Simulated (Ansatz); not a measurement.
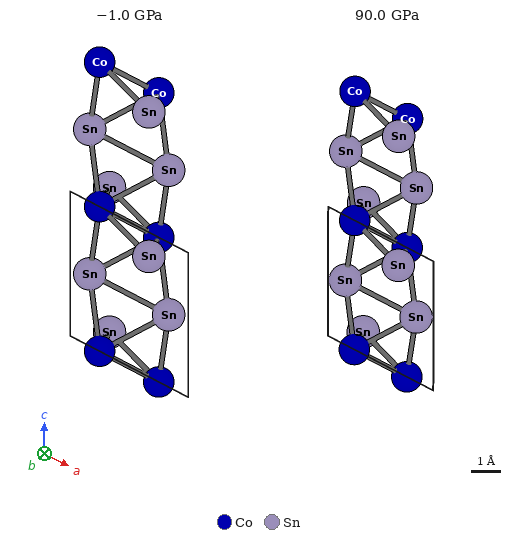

Solid CoSn$_{2}$ (set up in I4/mcm), relaxed (cell and atoms) at several target pressures. The picture shows the first and the last member. A ball-and-stick model of the cell of the calculation, repeated 1 × 1 × 2 with one cell outlined, seen along the b axis.

Computed with Ansatz 0.2.0: DFT PBEsol, scalar-relativistic, plane waves, PAW. (plane-wave cutoff 420 eV; k-point mesh 8 × 8 × 8 at −1.0 to 12.0, 10 × 10 × 10 at 25.0 to 90.0 GPa; occupations gaussian; smearing width 0.1 eV; no spin polarisation; cell and atoms relaxed; force threshold 0.008 eV/Å)

```tsv
pressure (GPa)	volume (Å³/atom)	a (Å)
−1.0	17.887	5.211
0.0	17.737	5.196
1.0	?	?
4.0	17.196	5.143
12.0	16.342	5.057
25.0	15.322	4.949
50.0	14.014	4.805
90.0	12.696	4.650
```

Estimate the missing row from the others, and compare with the calculation.

Murnaghan's form V = V₀(1 + B′P/B₀)^(−1/B′), with V₀ = 17.737 Å³ from the row at zero pressure, fits the other rows with B₀ = 124 GPa and B′ = 4.20 (largest miss 0.018 Å³). At 1.0 GPa it gives 17.737 × (1 + 4.20 × 1.0/124)^(−1/4.20) = 17.597 Å³ per atom. The calculation gives 17.591 Å³/atom (a = 5.182 Å). The estimate is 0.006 Å³/atom too high. From the first member to the last: Sn–Sn 2.964 → 2.609 Å, Sn–Sn 3.089 → 2.767 Å, Co–Co 2.707 → 2.403 Å.

The whole series:

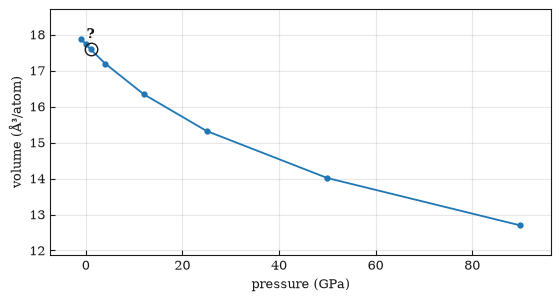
